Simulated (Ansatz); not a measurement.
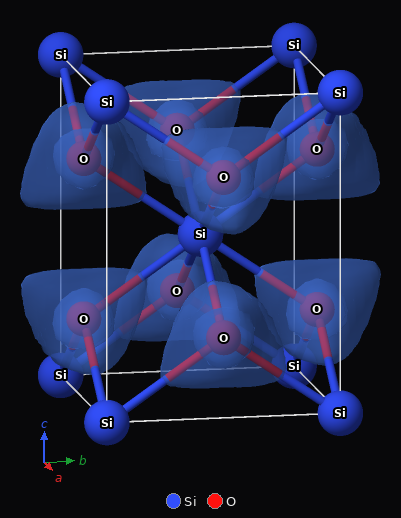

*SiO2. Isosurface of the ELF at 0.75 (blue), seen slightly off an axis. Only the valence region is drawn (cores and ρ < 0.01 e/Å³ removed). Sticks mark near contacts.*

Space group I4/mmm; started from the fluorite prototype, which need not be the ambient phase; changed on purpose from its base cell (biaxial xy strain +2.8%); computed pressure about −19 GPa in this cell.

Theory: DFT, HSE06, plane waves, PAW in Ansatz.

Core electrons are frozen (PAW), and the valence fields are smoothed inside the atomic spheres.

> What do the ELF domains correspond to?

The ELF exceeds this value in four regions on O in which the atom's valence shell and bonds are merged, counted in one cell of 6 atoms. Any copies at cell faces, edges or corners count once. Profiles from the grid: Si–O (2.00 Å): the ELF peaks at about 0.85 between the atoms.
